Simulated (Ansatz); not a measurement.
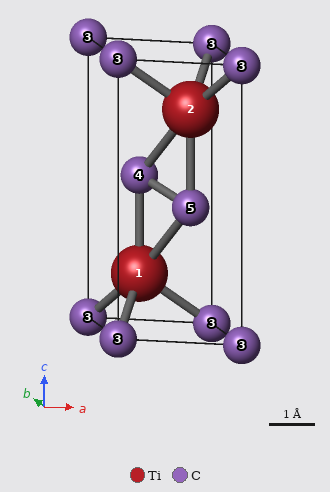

**Figure 1.** The structure as given in the input (ball-and-stick view of the cell of the calculation, seen slightly off an axis; atoms are numbered from 1 in the order of the input). Near neighbours in the crystal (not all of them lie inside the picture): Ti has 7 C at 2.05 to 2.37 Å and 9 Ti at 2.87 to 2.92 Å; C has 6 Ti at 2.05 Å; C has 3 C at 1.74 Å and 4 Ti at 2.22 to 2.37 Å.

## Geometry relaxation, with input and output: Ti$_{2}$C$_{3}$ (part 1 of 2)

The run: geometry relaxation of Ti$_{2}$C$_{3}$ (5 atoms in the cell). Method and program: DFT r2SCAN, scalar-relativistic, plane waves, PAW, no spin polarisation (Ansatz 0.2.0).

The structure was built on a prototype by a generator; it need not be a known phase. It belongs to a series of runs on one base structure; here: A-type sesquioxide type (P-3m1, No. 164). Figures and captions count atoms from 1; the log counts them from 0 in places.

What the program printed:
```
Engine: ansatz 0.2.0, x86_64-unknown-linux-gnu
Pseudopotentials: kind: paw
Pseudopotential: Ti, paw, valence charge 12, recommended cutoff 500 eV (meta_gga), Ti.paw.azcp
Pseudopotential: C, paw, valence charge 4, recommended cutoff 500 eV (meta_gga), C.paw.azcp
Functional definition: r2SCAN
  parameter k0 = 0.174
  parameter k1 = 0.065
  parameter a1 = 4.9479
  exchange = r2scan_x(k0 = k0, k1 = k1, a1 = a1)
  correlation = r2scan_c
Crystal: 5 atoms, lattice volume = 45.217 Å³
Basis set: ecut = 500 eV, 1139 PW (Γ), exchange–correlation on 96×96×192 points (64 copies of the dense FFT grid, shifted against one another)
Bands: 23, of which v1, the nominal top of the filled ones, is band 18 counted from 1 (17 counted from 0)
Symmetry: 12 space group operations
Space group: P-3m1 (ITA 164), of the structure as read, at distance tolerance 3.6e-5 Å
k-points: 202 of 1944
Non-local potential: Ti, projectors of the file, l = 0: 3, l = 1: 2, l = 2: 3, l = 3: 1
Non-local potential: C, projectors of the file, l = 0: 2, l = 1: 2, l = 2: 1
PAW form: soft (Blöchl's): semilocal exchange-correlation on the pseudo side does not see the compensation charge
PAW frozen core: Ti, regenerated for the run's functional (the file was generated under x = pbe(κ = 0.804, μ = 0.2195149727645171), c = pbe(β = 0.06672455060314922))
PAW frozen core: C, regenerated for the run's functional (the file was generated under x = pbe(κ = 0.804, μ = 0.2195149727645171), c = pbe(β = 0.06672455060314922))
PAW one-centre angular grid: Ti, 590 points (default); XC on 160 Gauss nodes
PAW one-centre angular grid: C, 302 points (default); XC on 239 of its mesh's 2573 points in the sphere
Initial density: superposition of atomic densities (neutral atoms: chi_scale 0, normalization atom), corrected by the library's trained network
Initial wavefunctions: pseudopotential atomic-orbital guess
Functional: x = r2scan, c = r2scan; τ floored in thin density (d = 2e-4 eV/Å³)
SCF iter   1: F=—  HF=-5765.030590 eV  |F-HF|=—  |Δ(HF+E_count)|=         —  Δρ=1.39e-2  dr2=1.80e-1  dr2_τ=3.52e-1  ethr=1.77e-3  ⟨swp⟩=4.8  Hψ=20278  notcnv=0
preconditioner: auto → Kerker (q_TF=auto, 2.627 Å⁻¹)  [metal: Δε(μ)=0.039 eV  Ē_g=9.044 eV  σ=0.100 eV  W_gap=0.22  n_scr=10 (ndim 8)  ℏωp=24.7 eV  f_vac=0.000  D(μ)=0.59/eV (n_scr^D=2)]
SCF iter   2: F=—  HF=-5765.172332 eV  |F-HF|=—  |Δ(HF+E_count)|=   1.42e-1  Δρ=7.91e-3  dr2=6.38e-2  dr2_τ=7.86e-4  ethr=5.00e-4  ⟨swp⟩=2.0  Hψ=8899  notcnv=0  defer=143
SCF iter   3: F=—  HF=-5765.164477 eV  |F-HF|=—  |Δ(HF+E_count)|=   7.85e-3  Δρ=2.12e-3  dr2=4.54e-3  dr2_τ=1.58e-4  ethr=1.77e-4  ⟨swp⟩=2.0  Hψ=5910  notcnv=0  defer=143
SCF iter   4: F=—  HF=-5765.164116 eV  |F-HF|=—  |Δ(HF+E_count)|=   3.61e-4  Δρ=1.00e-3  dr2=8.84e-4  dr2_τ=8.02e-5  ethr=1.26e-5  ⟨swp⟩=2.0  Hψ=7548  notcnv=0  defer=137
SCF iter   5: F=—  HF=-5765.164105 eV  |F-HF|=—  |Δ(HF+E_count)|=   1.05e-5  Δρ=4.83e-4  dr2=1.53e-4  dr2_τ=1.48e-5  ethr=2.46e-6  ⟨swp⟩=2.0  Hψ=6242  notcnv=0  defer=137
SCF iter   6: F=—  HF=-5765.164104 eV  |F-HF|=—  |Δ(HF+E_count)|=   1.39e-6  Δρ=1.23e-4  dr2=6.06e-6  dr2_τ=5.44e-7  ethr=4.25e-7  ⟨swp⟩=2.0  Hψ=6245  notcnv=0  defer=137
SCF iter   7: F=—  HF=-5765.164105 eV  |F-HF|=—  |Δ(HF+E_count)|=   8.15e-7  Δρ=4.40e-5  dr2=9.59e-7  dr2_τ=5.48e-8  ethr=1.68e-8  ⟨swp⟩=2.4  Hψ=7233  notcnv=0  defer=137
SCF iter   8: F=-5765.164105 eV  HF=-5765.164105 eV  |F-HF|=2.16e-8  |Δ(HF+E_count)|=   2.15e-7  Δρ=8.06e-6  dr2=2.72e-8  dr2_τ=5.59e-10  ethr=2.78e-10  ⟨swp⟩=5.8  Hψ=18795  notcnv=0
SCF 1 converged in 8 iterations: F = -5765.164105 eV  dr2 = 2.72e-8
  greatest PAW one-centre occupation: 1.003 electrons in one spin orbital (limit 2), on the Ti atom at site 1 (counted from 0), in its partial waves of l = 1
relax step   1: F+E_penalty+E_count = -5765.16410506 eV  Δ(F+E_penalty+E_count) = +0.000e0 eV  max|allowed force component| = 1.794e-1 eV/Å  Δτ_max = 0.0000 Å  P = -0.131 GPa  Ω = 45.217 Å³  (8 SCF iters, dr2 threshold 1.00e-7 eV, accepted)
Crystal: 5 atoms, lattice volume = 45.105 Å³
Initial density: handed on by an earlier stage of this run
Initial wavefunctions: those handed on with the density
iter 1 solved again at ethr=1.15e-5 eV; its pass at ethr=3.10e-3 eV (dr2=4.13e-3 eV) is discarded
SCF iter   1: F=—  HF=-5765.163994 eV  |F-HF|=—  |Δ(HF+E_count)|=         —  Δρ=1.59e-3  dr2=3.59e-3  dr2_τ=5.66e-3  ethr=1.15e-5  ⟨swp⟩=1.7  Hψ=24271  notcnv=0
preconditioner: auto → Kerker (q_TF=auto, 2.628 Å⁻¹)  [metal: Δε(μ)=0.020 eV  Ē_g=9.050 eV  σ=0.100 eV  W_gap=0.11  n_scr=10 (ndim 8)  ℏωp=24.7 eV  f_vac=0.000  D(μ)=0.58/eV (n_scr^D=2)]
SCF iter   2: F=—  HF=-5765.166059 eV  |F-HF|=—  |Δ(HF+E_count)|=   2.06e-3  Δρ=8.63e-4  dr2=1.32e-3  dr2_τ=1.28e-5  ethr=9.98e-6  ⟨swp⟩=2.5  Hψ=6975  notcnv=0
SCF iter   3: F=—  HF=-5765.165849 eV  |F-HF|=—  |Δ(HF+E_count)|=   2.09e-4  Δρ=3.42e-4  dr2=7.57e-5  dr2_τ=5.50e-6  ethr=3.67e-6  ⟨swp⟩=2.0  Hψ=5812  notcnv=0
SCF iter   4: F=—  HF=-5765.165840 eV  |F-HF|=—  |Δ(HF+E_count)|=   9.44e-6  Δρ=1.45e-4  dr2=2.25e-5  dr2_τ=5.49e-7  ethr=2.10e-7  ⟨swp⟩=2.3  Hψ=6160  notcnv=0
SCF iter   5: F=—  HF=-5765.165838 eV  |F-HF|=—  |Δ(HF+E_count)|=   1.77e-6  Δρ=6.19e-5  dr2=2.06e-6  dr2_τ=2.51e-7  ethr=6.25e-8  ⟨swp⟩=2.0  Hψ=6376  notcnv=0
SCF iter   6: F=-5765.165838 eV  HF=-5765.165838 eV  |F-HF|=3.89e-9  |Δ(HF+E_count)|=   1.31e-7  Δρ=2.20e-5  dr2=2.23e-7  dr2_τ=9.90e-9  ethr=1.39e-9  ⟨swp⟩=6.0  Hψ=20260  notcnv=0
SCF 2 converged in 6 iterations: F = -5765.165838 eV  dr2 = 2.23e-7
relax step   2: F+E_penalty+E_count = -5765.16583772 eV  Δ(F+E_penalty+E_count) = -1.733e-3 eV  max|allowed force component| = 1.958e-2 eV/Å  Δτ_max = 0.0063 Å  P = +0.142 GPa  Ω = 45.105 Å³  energy of the carried Pulay correction = +5.564e-5 eV  (6 SCF iters, dr2 threshold 5.00e-7 eV, accepted)
Crystal: 5 atoms, lattice volume = 45.120 Å³
iter 1 solved again at ethr=1.53e-7 eV; its pass at ethr=3.10e-3 eV (dr2=5.50e-5 eV) is discarded
SCF iter   1: F=—  HF=-5765.165962 eV  |F-HF|=—  |Δ(HF+E_count)|=         —  Δρ=2.62e-4  dr2=4.74e-5  dr2_τ=7.57e-5  ethr=1.53e-7  ⟨swp⟩=2.0  Hψ=26761  notcnv=0
preconditioner: auto → Kerker (q_TF=auto, 2.628 Å⁻¹)  [metal: Δε(μ)=0.015 eV  Ē_g=9.044 eV  σ=0.100 eV  W_gap=0.09  n_scr=10 (ndim 8)  ℏωp=24.7 eV  f_vac=0.000  D(μ)=0.58/eV (n_scr^D=2)]
SCF iter   2: F=—  HF=-5765.165995 eV  |F-HF|=—  |Δ(HF+E_count)|=   3.34e-5  Δρ=1.35e-4  dr2=1.19e-5  dr2_τ=4.03e-7  ethr=1.32e-7  ⟨swp⟩=2.4  Hψ=6607  notcnv=0
SCF iter   3: F=—  HF=-5765.165994 eV  |F-HF|=—  |Δ(HF+E_count)|=   1.57e-6  Δρ=4.36e-5  dr2=1.18e-6  dr2_τ=1.14e-7  ethr=3.31e-8  ⟨swp⟩=2.0  Hψ=5773  notcnv=0
SCF iter   4: F=-5765.165994 eV  HF=-5765.165994 eV  |F-HF|=3.28e-8  |Δ(HF+E_count)|=   1.47e-7  Δρ=1.78e-5  dr2=1.75e-7  dr2_τ=5.66e-9  ethr=1.17e-9  ⟨swp⟩=5.1  Hψ=19382  notcnv=0
SCF 3 converged in 4 iterations: F = -5765.165994 eV  dr2 = 1.75e-7
relax step   3: F+E_penalty+E_count = -5765.16599357 eV  Δ(F+E_penalty+E_count) = -1.558e-4 eV  max|allowed force component| = 2.338e-2 eV/Å  Δτ_max = 0.0006 Å  P = +0.116 GPa  Ω = 45.120 Å³  energy of the carried Pulay correction = +4.785e-5 eV  (4 SCF iters, dr2 threshold 4.19e-7 eV, accepted)
Crystal: 5 atoms, lattice volume = 45.175 Å³
iter 1 solved again at ethr=4.80e-7 eV; its pass at ethr=3.10e-3 eV (dr2=1.73e-4 eV) is discarded
SCF iter   1: F=—  HF=-5765.165956 eV  |F-HF|=—  |Δ(HF+E_count)|=         —  Δρ=3.69e-4  dr2=1.64e-4  dr2_τ=1.22e-4  ethr=4.80e-7  ⟨swp⟩=2.0  Hψ=24794  notcnv=0
preconditioner: auto → Kerker (q_TF=auto, 2.627 Å⁻¹)  [metal: Δε(μ)=0.008 eV  Ē_g=9.034 eV  σ=0.100 eV  W_gap=0.05  n_scr=10 (ndim 8)  ℏωp=24.7 eV  f_vac=0.000  D(μ)=0.59/eV (n_scr^D=2)]
SCF iter   2: F=—  HF=-5765.166013 eV  |F-HF|=—  |Δ(HF+E_count)|=   5.78e-5  Δρ=2.34e-4  dr2=7.24e-5  dr2_τ=4.65e-7  ethr=4.56e-7  ⟨swp⟩=1.1  Hψ=4708  notcnv=0
SCF iter   3: F=—  HF=-5765.165996 eV  |F-HF|=—  |Δ(HF+E_count)|=   1.77e-5  Δρ=8.01e-5  dr2=4.71e-6  dr2_τ=9.24e-8  ethr=2.01e-7  ⟨swp⟩=2.0  Hψ=5676  notcnv=0
SCF iter   4: F=—  HF=-5765.165995 eV  |F-HF|=—  |Δ(HF+E_count)|=   4.09e-7  Δρ=3.25e-5  dr2=1.40e-6  dr2_τ=1.23e-7  ethr=1.31e-8  ⟨swp⟩=2.0  Hψ=6299  notcnv=0
SCF iter   5: F=—  HF=-5765.165995 eV  |F-HF|=—  |Δ(HF+E_count)|=   9.55e-8  Δρ=1.62e-5  dr2=1.58e-7  dr2_τ=1.54e-8  ethr=3.89e-9  ⟨swp⟩=2.0  Hψ=6375  notcnv=0
SCF iter   6: F=-5765.165995 eV  HF=-5765.165995 eV  |F-HF|=3.12e-9  |Δ(HF+E_count)|=   9.90e-9  Δρ=5.19e-6  dr2=1.15e-8  dr2_τ=9.56e-10  ethr=2.82e-10  ⟨swp⟩=5.0  Hψ=18986  notcnv=0
SCF 4 converged in 6 iterations: F = -5765.165995 eV  dr2 = 1.15e-8
relax step   4: F+E_penalty+E_count = -5765.16599509 eV  Δ(F+E_penalty+E_count) = -1.517e-6 eV  max|allowed force component| = 1.925e-2 eV/Å  Δτ_max = 0.0022 Å  P = -0.207 GPa  Ω = 45.175 Å³  energy of the carried Pulay correction = +2.057e-5 eV  (6 SCF iters, dr2 threshold 1.02e-7 eV, accepted)
Crystal: 5 atoms, lattice volume = 45.130 Å³
iter 1 solved again at ethr=4.99e-8 eV; its pass at ethr=3.10e-3 eV (dr2=1.80e-5 eV) is discarded
SCF iter   1: F=—  HF=-5765.165983 eV  |F-HF|=—  |Δ(HF+E_count)|=         —  Δρ=2.16e-4  dr2=1.58e-5  dr2_τ=1.07e-4  ethr=4.99e-8  ⟨swp⟩=2.0  Hψ=26579  notcnv=0
preconditioner: auto → Kerker (q_TF=auto, 2.627 Å⁻¹)  [metal: Δε(μ)=0.009 eV  Ē_g=9.041 eV  σ=0.100 eV  W_gap=0.05  n_scr=10 (ndim 8)  ℏωp=24.7 eV  f_vac=0.000  D(μ)=0.58/eV (n_scr^D=2)]
SCF iter   2: F=—  HF=-5765.166049 eV  |F-HF|=—  |Δ(HF+E_count)|=   6.66e-5  Δρ=1.26e-4  dr2=6.15e-6  dr2_τ=1.13e-7  ethr=4.40e-8  ⟨swp⟩=2.0  Hψ=7876  notcnv=0
SCF iter   3: F=—  HF=-5765.166049 eV  |F-HF|=—  |Δ(HF+E_count)|=   6.15e-7  Δρ=3.09e-5  dr2=7.78e-7  dr2_τ=5.37e-8  ethr=1.71e-8  ⟨swp⟩=2.0  Hψ=6282  notcnv=0
SCF iter   4: F=-5765.166048 eV  HF=-5765.166049 eV  |F-HF|=1.04e-7  |Δ(HF+E_count)|=   1.21e-8  Δρ=1.50e-5  dr2=2.18e-7  dr2_τ=4.80e-9  ethr=6.73e-10  ⟨swp⟩=4.0  Hψ=14565  notcnv=0
SCF 5 converged in 4 iterations: F = -5765.166048 eV  dr2 = 2.18e-7
relax step   5: F+E_penalty+E_count = -5765.16604844 eV  Δ(F+E_penalty+E_count) = -5.335e-5 eV  max|allowed force component| = 1.102e-2 eV/Å  Δτ_max = 0.0007 Å  P = +0.068 GPa  Ω = 45.130 Å³  energy of the carried Pulay correction = +4.327e-5 eV  (4 SCF iters, dr2 threshold 2.42e-7 eV, accepted)
Crystal: 5 atoms, lattice volume = 45.141 Å³
iter 1 solved again at ethr=1.90e-8 eV; its pass at ethr=3.10e-3 eV (dr2=6.85e-6 eV) is discarded
SCF iter   1: F=—  HF=-5765.166042 eV  |F-HF|=—  |Δ(HF+E_count)|=         —  Δρ=9.62e-5  dr2=6.44e-6  dr2_τ=2.50e-5  ethr=1.90e-8  ⟨swp⟩=2.3  Hψ=25542  notcnv=0
preconditioner: auto → Kerker (q_TF=auto, 2.627 Å⁻¹)  [metal: Δε(μ)=0.009 eV  Ē_g=9.038 eV  σ=0.100 eV  W_gap=0.05  n_scr=10 (ndim 8)  ℏωp=24.7 eV  f_vac=0.000  D(μ)=0.58/eV (n_scr^D=2)]
SCF iter   2: F=—  HF=-5765.166054 eV  |F-HF|=—  |Δ(HF+E_count)|=   1.22e-5  Δρ=5.31e-5  dr2=2.89e-6  dr2_τ=1.58e-8  ethr=1.79e-8  ⟨swp⟩=2.1  Hψ=7748  notcnv=0
SCF iter   3: F=—  HF=-5765.166054 eV  |F-HF|=—  |Δ(HF+E_count)|=   4.11e-7  Δρ=1.98e-5  dr2=1.49e-7  dr2_τ=2.02e-8  ethr=8.02e-9  ⟨swp⟩=2.0  Hψ=5828  notcnv=0
SCF iter   4: F=-5765.166054 eV  HF=-5765.166054 eV  |F-HF|=2.21e-8  |Δ(HF+E_count)|=   1.35e-8  Δρ=9.86e-6  dr2=5.65e-8  dr2_τ=1.43e-9  ethr=1.70e-10  ⟨swp⟩=4.0  Hψ=14658  notcnv=0
SCF 6 converged in 4 iterations: F = -5765.166054 eV  dr2 = 5.65e-8
relax step   6: F+E_penalty+E_count = -5765.16605369 eV  Δ(F+E_penalty+E_count) = -5.246e-6 eV  max|allowed force component| = 5.027e-4 eV/Å  Δτ_max = 0.0004 Å  P = +0.003 GPa  Ω = 45.141 Å³  energy of the carried Pulay correction = +3.772e-5 eV  (4 SCF iters, dr2 threshold 6.11e-8 eV, accepted)
Initial wavefunctions: pseudopotential atomic-orbital guess (no wavefunctions were taken with the density)
iter 1 solved again at ethr=6.36e-9 eV; its pass at ethr=3.10e-3 eV (dr2=2.29e-6 eV) is discarded
SCF iter   1: F=—  HF=-5765.166008 eV  |F-HF|=—  |Δ(HF+E_count)|=         —  Δρ=1.16e-5  dr2=5.90e-8  dr2_τ=1.54e-8  ethr=6.36e-9  ⟨swp⟩=3.6  Hψ=32362  notcnv=0
preconditioner: auto → Kerker (q_TF=auto, 2.627 Å⁻¹)  [metal: Δε(μ)=0.009 eV  Ē_g=9.039 eV  σ=0.100 eV  W_gap=0.05  n_scr=10 (ndim 8)  ℏωp=24.7 eV  f_vac=0.000  D(μ)=0.58/eV (n_scr^D=2)]
SCF iter   2: F=—  HF=-5765.166008 eV  |F-HF|=—  |Δ(HF+E_count)|=   1.34e-8  Δρ=7.08e-6  dr2=3.31e-8  dr2_τ=1.35e-9  ethr=1.64e-10  ⟨swp⟩=1.7  Hψ=4915  notcnv=0
SCF iter   3: F=—  HF=-5765.166008 eV  |F-HF|=—  |Δ(HF+E_count)|=  9.28e-10  Δρ=1.36e-6  dr2=4.19e-9  dr2_τ=8.08e-11  ethr=9.20e-11  ⟨swp⟩=2.4  Hψ=6489  notcnv=0
SCF iter   4: F=—  HF=-5765.166008 eV  |F-HF|=—  |Δ(HF+E_count)|=  2.98e-10  Δρ=7.71e-7  dr2=3.42e-10  dr2_τ=4.86e-11  ethr=1.16e-11  ⟨swp⟩=2.0  Hψ=6372  notcnv=0
SCF iter   5: F=-5765.166008 eV  HF=-5765.166008 eV  |F-HF|=6.37e-12  |Δ(HF+E_count)|=  4.46e-11  Δρ=2.36e-7  dr2=2.13e-11  dr2_τ=2.59e-12  ethr=1.00e-12  ⟨swp⟩=3.1  Hψ=17437  notcnv=0
SCF 7 converged in 5 iterations: F = -5765.166008 eV  dr2 = 2.13e-11
relax step   7: F+E_penalty+E_count = -5765.16600831 eV  Δ(F+E_penalty+E_count) = +4.538e-5 eV  max|allowed force component| = 7.401e-4 eV/Å  Δτ_max = 0.0000 Å  P = +0.003 GPa  Ω = 45.141 Å³  stress off target by 5.89e-3 GPa  SCF on the basis re-selected at this cell (its energy is not comparable with the rows above)  (5 SCF iters)
```
